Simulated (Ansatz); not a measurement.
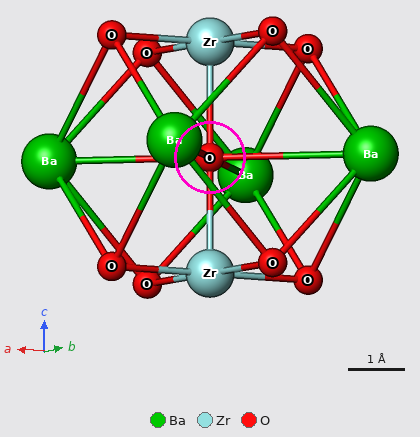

Perfect BaZrO3. Style: ball-and-stick. Shown: the atoms within 3.8 Å of one point, from a free direction.

All numbers below come from Ansatz 0.2.0, DFT, PBEsol, PAW, plane waves. Settings: plane-wave cutoff 420 eV; k-point mesh 1 × 1 × 1; mesh shifted by (0.25, 0.25, 0.25); no spin polarisation. Fermi-Dirac smearing of 0.01 eV. A uniform background neutralises the charged cell. The axes drawn are those of the host's conventional cell.

An oxygen atom is taken out (a vacancy) at the ringed place, in charge state +2. The supercell has 40 sites, and the atoms are relaxed at the host's cell.

Q: How do the neighbours respond?

A: Around the empty O site the host had 2 Zr at 2.09 Å; after relaxation the nearest atoms are 2 Zr at 2.22 to 2.23 Å. Of the host's atoms, an oxygen atom moves furthest from its site, by 0.19 Å.

The relaxed defect, seen from the same direction:

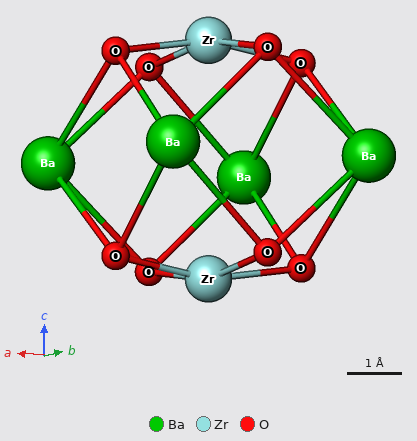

Limits of the set-up: the periodic images lie only 8.4 Å apart, so the values are limited by the cell's size; the cell is charged, on a uniform background, and energies carry no finite-size correction.
